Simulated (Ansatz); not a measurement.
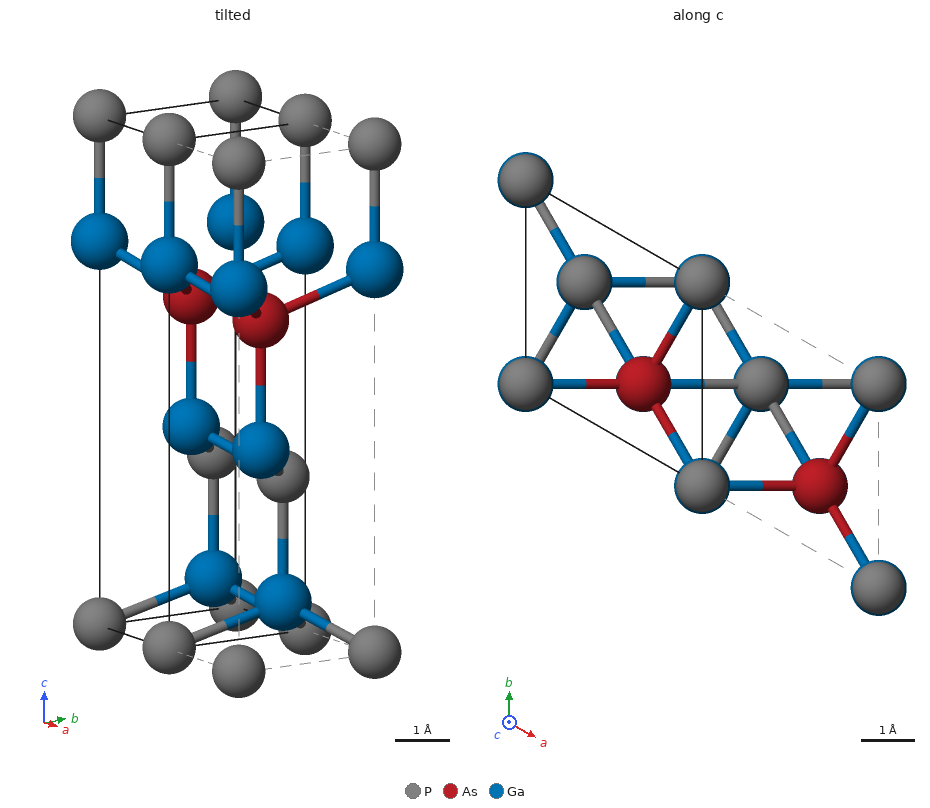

The crystal in a ball-and-stick representation, seen slightly off an axis and along the c axis. A 2×1×1 array of cells is drawn; the conventional unit cell has the solid edges.

Ga3AsP2, space group P3m1 (No. 156), a = 3.91 Å, b = 3.91 Å, c = 9.56 Å, α = 90.00°, β = 90.00°, γ = 120.00°.

Theory: DFT, HSE06, plane waves, PAW in Ansatz. Numerical settings: a basis cut at 420 eV, a 6×6×2 k-point mesh, no spin polarisation.

Question: Classify it as metallic or gapped, with the value.

Answer: A semiconductor at this level, with a gap of 2.06 eV, indirect; the smallest direct gap is 2.13 eV.

Question: Would the cell expand or shrink if it could?

Answer: The computed pressure is 0.6 GPa (compressed: it would expand).

It goes back to a structure type filled with these elements by a generator (whether the compound takes this form wasn't checked). Earlier steps of the study may have refined or changed the cell and positions. It was run through Ansatz as a DFT input.
